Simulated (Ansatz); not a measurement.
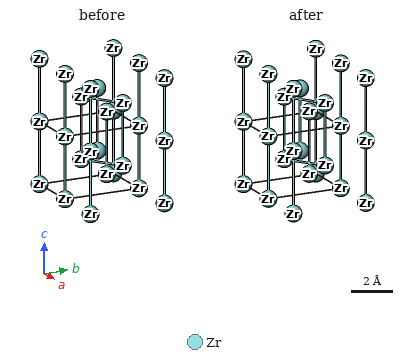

The structure of solid Zr (a generated structure, set up in P6/mmm) before (left) and after (right) a relaxation, at one scale.

The picture is a ball-and-stick view of the cell of the calculation, repeated 2 × 1 × 2 with one cell outlined, seen slightly off an axis.

Phase: omega (AlB2-type).

Method: DFT, PBEsol, plane waves (420 eV) with PAW, scalar-relativistic in Ansatz.

The input:
```yaml
crystal:
  lattice:
    - [5.085992629, 0.0, 0.0]
    - [-2.5429963145, 4.4045988202, 0.0]
    - [0.0, 0.0, 3.1177134816]
  atoms:
    - { symbol: Zr, position: [0.0, 0.0, 0.0] }
    - { symbol: Zr, position: [0.3333333333, 0.6666666667, 0.5] }
    - { symbol: Zr, position: [0.6666666667, 0.3333333333, 0.5] }
hamiltonian:
  xc: pbesol
  pseudopotentials:
    kind: paw
    azcp:
      Zr: "pseudopotentials/Zr.paw.azcp"
basis:
  ecutwfc: 420
  fft_grid_basis: typed
kpoints:
  mp_grid: { grid: [7, 7, 10], shift: [0, 0, 0] }
magnetization:
  spin_polarized: false
scf:
  occupations: { method: fermi_dirac, width: 0.1 }
relax:
  max_steps: 60
  f_tol: 0.01
  cell: {}
```

> Summarise the run.

Over 2 accepted moves (4 points after the start) the energy falls by 17.2 meV per atom. All forces vanish by symmetry, so only the cell relaxes. Pressure: −4.34 GPa at the start and 0.02 GPa at the end. The line search rejected the trial step at point 1 of the run. At 1 point the geometry stayed and the basis and grid were re-selected for the new cell (energy shift of 0.1 meV per atom at most each time). The atoms keep their places relative to the cell (all moves are under 0.005 Å). The volume changes by −4.6 %, with a = b 5.086 → 4.976 Å (−2.2 %), c 3.118 → 3.107 Å (−0.3 %). Some distances before and after: Zr2–Zr3 2.936 → 2.873 Å, Zr1–Zr2 3.325 → 3.266 Å, Zr1–Zr1 3.118 → 3.107 Å. The space group stays P6/mmm (No. 191). The program noted that a PAW file was made for another functional than the run's. Cost: 12 s on 2 threads of Arm Neoverse V1 (shared host), peak memory 0.37 GiB.
